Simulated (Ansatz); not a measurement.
System: Ca.

Space group I4/mmm. This isn't the usual form at ambient conditions. The cell comes from a database of computed structures, not from a measurement.

The calculation's input:

```
crystal:
  lattice:
    - [-2.2052049036, 2.2052049036, 2.19611481]
    - [2.2052049036, -2.2052049036, 2.19611481]
    - [2.2052049036, 2.2052049036, -2.19611481]
  atoms:
    - { symbol: Ca, position: [0.5, 0.5, 0.0] }
basis:
  ecutwfc: 420
  fft_grid_basis: typed
kpoints:
  mp_grid: { grid: [12, 12, 12] }
hamiltonian:
  xc: pbe
  pseudopotentials: { kind: paw }
scf:
  occupations: { method: gaussian, width: 0.05 }
output:
  forces: true
  stress: true
  eigenvalues: true
  bader: true
  write_density: true
  volumetric_format: npy
  elf: true
```

Command:

```sh
ansatz run input.yaml --threads 1 --pin off --max-ram 2560MiB --backend cpu --events-out ev --progress --plain --runs-dir out
```

The picture shows the conventional cell (a = 4.41 Å, b = 4.41 Å, c = 4.39 Å, α = 90.00°, β = 90.00°, γ = 90.00°).

Theory: DFT PBE, scalar-relativistic, plane waves, PAW (Ansatz).

> Predict the deformation density (crystal less neutral atoms): where will charge gather?

Over the whole cell, outside the masked cores, the largest gain, 0.008 e/Å³, lies 2.4 Å from a calcium nucleus, and the largest loss, 0.011 e/Å³, lies 1.3 Å from a calcium nucleus.
In all about 0.12 e an atom is rearranged against the free atoms.

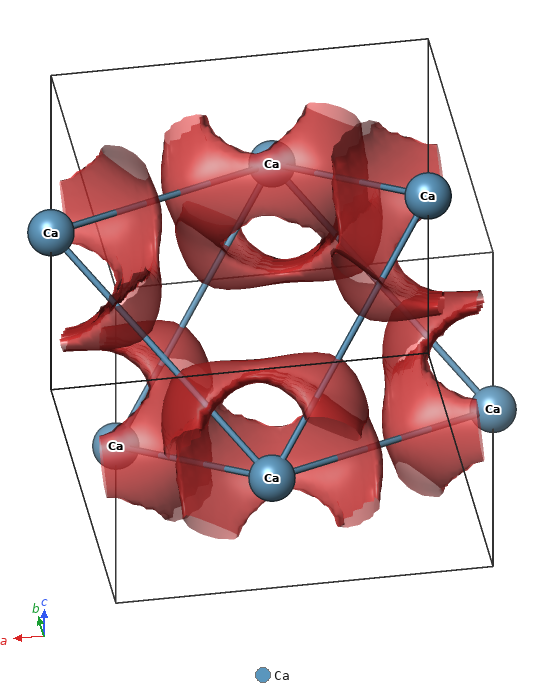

Computed deformation density: red surfaces at −0.008, none at +0.008 e/Å³, in the conventional cell seen at an oblique angle (the regions close to the nuclei are left out).

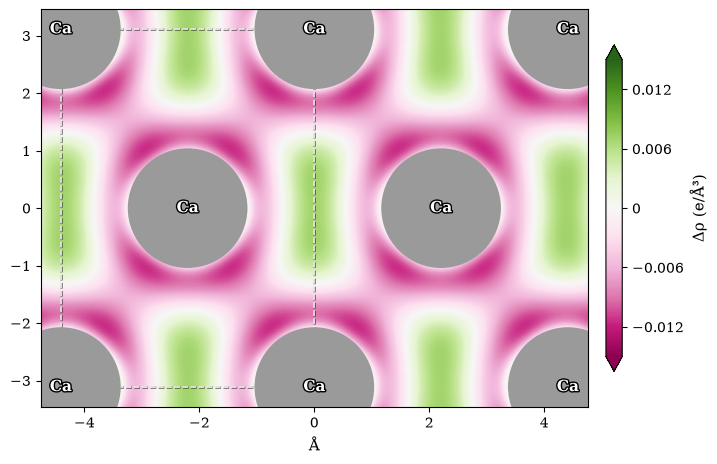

Computed deformation density: a map on the (011̄) plane of the conventional cell, with grey discs over the atomic cores.

Cores are masked to 1.0 Å (Ca).

Core electrons are frozen (PAW), so the fields are smoothed inside the atomic spheres.

Cost of the run: 12 s on 1 thread of Arm Neoverse N1 (shared host), peak memory 0.33 GiB.
